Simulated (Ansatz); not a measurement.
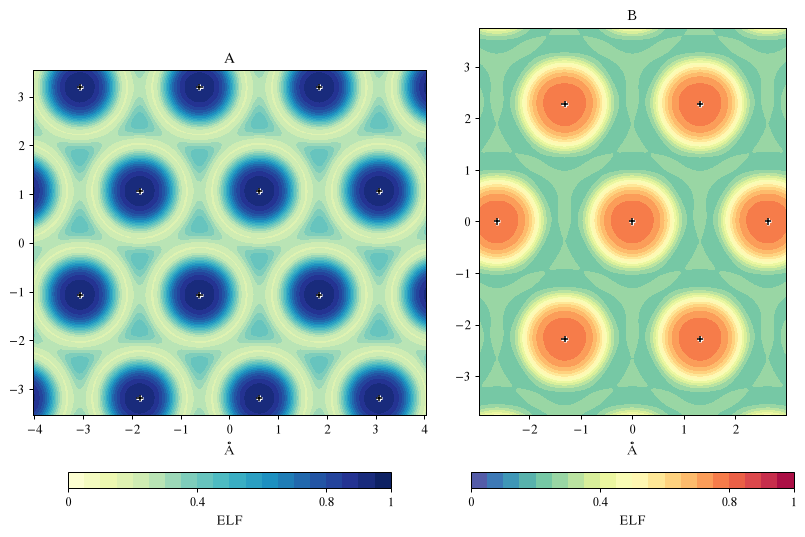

The ELF of 2 systems, each on a plane through atoms (crosses mark nuclei in the plane).

Level of theory: DFT, r2SCAN, plane waves (500 eV) with PAW, scalar-relativistic in Ansatz 0.2.0.

System 1: Rh, the (001) plane of the conventional cell. Space group P6₃/mmc; set up as Rh, beta-Sn type; a generated structure, not necessarily the stable one; changed on purpose from its base cell (volume × 0.92); computed pressure about 29 GPa in this cell; the program warned that a starting moment wasn't kept; spin-polarised, but the moments vanished.

```cif
data_structure
_symmetry_space_group_name_H-M 'P 1'
_symmetry_Int_Tables_number 1
_cell_length_a 2.6268
_cell_length_b 2.6273
_cell_length_c 4.2380
_cell_angle_alpha 90.035
_cell_angle_beta 89.929
_cell_angle_gamma 119.993
_cell_volume 25.33
loop_
_atom_site_label
_atom_site_type_symbol
_atom_site_fract_x
_atom_site_fract_y
_atom_site_fract_z
_atom_site_occupancy
Rh1 Rh 0.33319 0.66681 0.75000 1
Rh2 Rh 0.66639 0.33319 0.25000 1
```

System 2: Cr, the (001) plane of the conventional cell. Space group P6₃/mmc; set up as Cr, hcp; a generated structure, not necessarily the stable one; the program warned that a starting moment wasn't kept; spin-polarised, but the moments vanished.

```
Cr
1.0
     2.45670    0.00000    0.00000
    -1.22835    2.12756    0.00000
     0.00000    0.00000    4.47174
Cr
2
Direct
  0.33333 0.66667 0.25000
  0.66667 0.33333 0.75000
```

> Which map belongs to which system?

Panel A is system 2, Cr: the plane holds Cr. Cr–Cr (2.46 Å): the ELF is about 0.30 at the midpoint: no localised pair shows between them. Panel B is system 1, Rh: the plane holds Rh. Rh–Rh (2.63 Å): the ELF is about 0.25 at the midpoint (no localised pair shows between them).
